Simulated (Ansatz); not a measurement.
# Hf2SiO4: what the fields show

Input

```
crystal:
  lattice:
    - [3.2072130262, 0.0, 0.0]
    - [-1.6036065131, 2.777527956, 0.0]
    - [0.0, 0.0, 16.4287689349]
  atoms:
    - { symbol: Hf, position: [0.0, 0.0, 0.6711075651] }
    - { symbol: Hf, position: [0.0, 0.0, 0.3288924349] }
    - { symbol: Si, position: [0.0, 0.0, 0.0] }
    - { symbol: O, position: [0.3333333333, 0.6666666667, 0.610782502] }
    - { symbol: O, position: [0.6666666667, 0.3333333333, 0.389217498] }
    - { symbol: O, position: [0.6666666667, 0.3333333333, 0.7314331613] }
    - { symbol: O, position: [0.3333333333, 0.6666666667, 0.2685668387] }
basis:
  ecutwfc: 420
kpoints:
  mp_grid: { grid: [12, 12, 2] }
  band_path:
    path:
      - [[0.0, 0.0, 0.0], [0.5, 0.0, 0.0], [0.33333333, 0.33333333, 0.0], [0.0, 0.0, 0.0], [0.0, 0.0, 0.5], [0.5, 0.0, 0.5], [0.33333333, 0.33333333, 0.5], [0.0, 0.0, 0.5]]
      - [[0.5, 0.0, 0.5], [0.5, 0.0, 0.0]]
      - [[0.33333333, 0.33333333, 0.5], [0.33333333, 0.33333333, 0.0]]
    npoints: 10
hamiltonian:
  xc: pbe
scf:
  occupations: { method: gaussian, width: 0.1 }
output:
  forces: true
  stress: true
  eigenvalues: true
  populations: true
  dos: { projected: true, de: 0.02 }
  bader: false
  write_density: true
  write_potential: true
  elf: true
  volumetric_format: npy
magnetization:
  noncollinear: true
  spin_orbit: true
```

Launched as:

```sh
ansatz run input.yaml --threads 1 --pin off --max-ram 2560MiB --backend cpu --events-out ev --progress --plain --runs-dir out
```

Below, planes, directions and counts refer to the conventional cell (a = 3.21 Å, b = 3.21 Å, c = 16.43 Å, α = 90.00°, β = 90.00°, γ = 120.00°).

Space group P-3m1; a generated structure, not necessarily the stable one.

Method: Ansatz, DFT PBE, spin-orbit coupling, plane waves, PAW.

The density is the valence pseudo-density of a PAW calculation; it isn't the true density close to the nuclei.

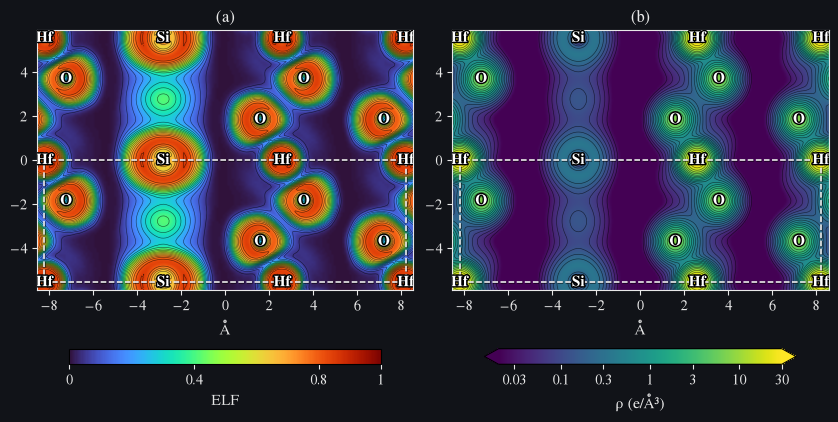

Figure 1. (a) ELF; (b) valence charge density (pseudo) on the (110) plane of the conventional cell.

Q: Describe what can be read from this map.

A: The section cuts through Hf, Si and O sites.
Hf–O (2.10 Å): the density is about 0.75 e/Å³ at the midpoint; the ELF peaks at about 0.80 in the valence shell of O, 0.6 Å from its nucleus, and drops to about 0.20 between the two atoms; no shared electron pair shows on this line.
Between the atoms the lowest density in this plane is 0.002 e/Å³.
The features right at Hf lie inside the PAW spheres, where the map follows smoothed inner orbitals and isn't to be read closely.

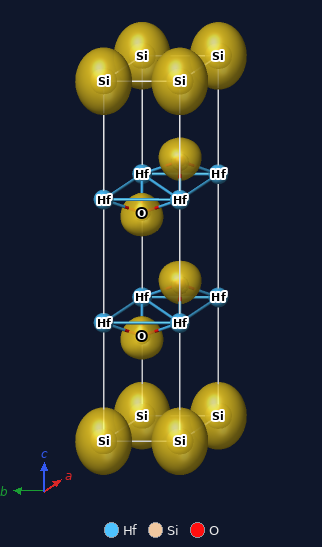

Figure 2. Isosurface of the electron localisation function at 0.7 (yellow), seen at an oblique angle. Core shells and regions of very low density are left out. Sticks mark near contacts.

Q: Where are the electrons localised?

A: At this value the surface marks out four regions wrapped around O (the valence shell of each), one region wrapped around Si (its valence shell) and one small core shell on Si, counted in one cell of 7 atoms. Any copies at cell faces, edges or corners count once. Along the contacts the grid gives the following. Hf–Hf (3.21 Å): the ELF is about 0.10 at the midpoint: no shared electron pair shows on this line.

Q: Metal or insulator at this level of theory?

A: It is gapless in this calculation (a metal or semimetal).
